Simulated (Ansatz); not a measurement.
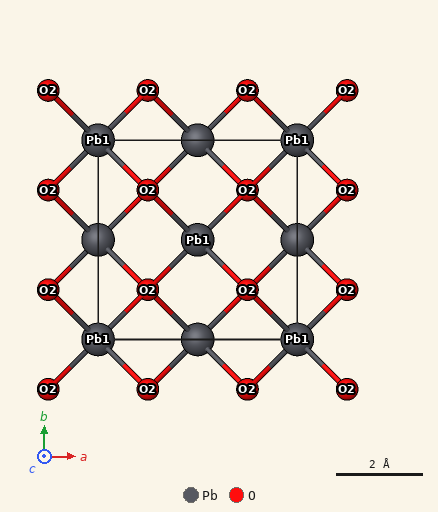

Starting structure of crystalline PbO (built on the zincblende type). A ball-and-stick model of the conventional cell (4 times the calculation's cell), seen along the c axis. Lengths and directions refer to the drawn axes.

The calculation used DFT, PBE, plane waves, PAW in Ansatz 0.2.0.

Input file:
```yaml
crystal:
  lattice:
    - [0.0, 2.3326105576, 2.3326105576]
    - [2.3326105576, 0.0, 2.3326105576]
    - [2.3326105576, 2.3326105576, 0.0]
  atoms:
    - { symbol: Pb, position: [0.0, 0.0, 0.0] }
    - { symbol: O, position: [0.25, 0.25, 0.25] }
kpoints:
  mp_grid: { grid: [8, 8, 8] }
hamiltonian:
  xc: pbe
scf:
  occupations: { method: fermi_dirac, width: 0.02 }
relax:
  f_tol: 0.005
  cell: {}
```

Run as
```bash
ansatz run input.yaml --threads 2 --pin off --max-ram 2211MiB --backend cpu --events-out ev --progress --plain --runs-dir out
```

**Predict the outcome.**

The energy falls by 4.482 eV per cell of the calculation in 9 accepted moves (12 points after the start). All forces vanish by symmetry, so only the cell relaxes. The pressure goes from 117.63 to 0.01 GPa. At 3 points the geometry stayed and the basis and grid were re-selected for the new cell (energy shift of 0.364 eV per cell of the calculation at most each time). No atom moves by more than 0.005 Å relative to the cell. Cell: a = b = c 4.665 → 5.663 Å (+21.4 %). Volume +78.9 %. Some distances before and after: Pb1–O2 2.020 → 2.452 Å. The space group stays F-43m (No. 216).

Final geometry:

```
CELL_PARAMETERS angstrom
0.00000 2.83174 2.83174
2.83174 0.00000 2.83174
2.83174 2.83174 0.00000
ATOMIC_POSITIONS crystal
Pb 0.00000 0.00000 0.00000
O 0.25000 0.25000 0.25000
```

The end point in the same view:

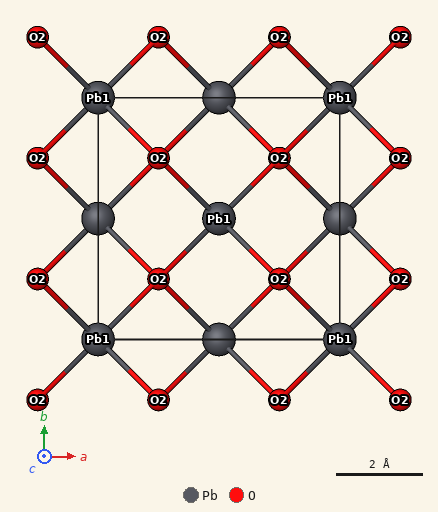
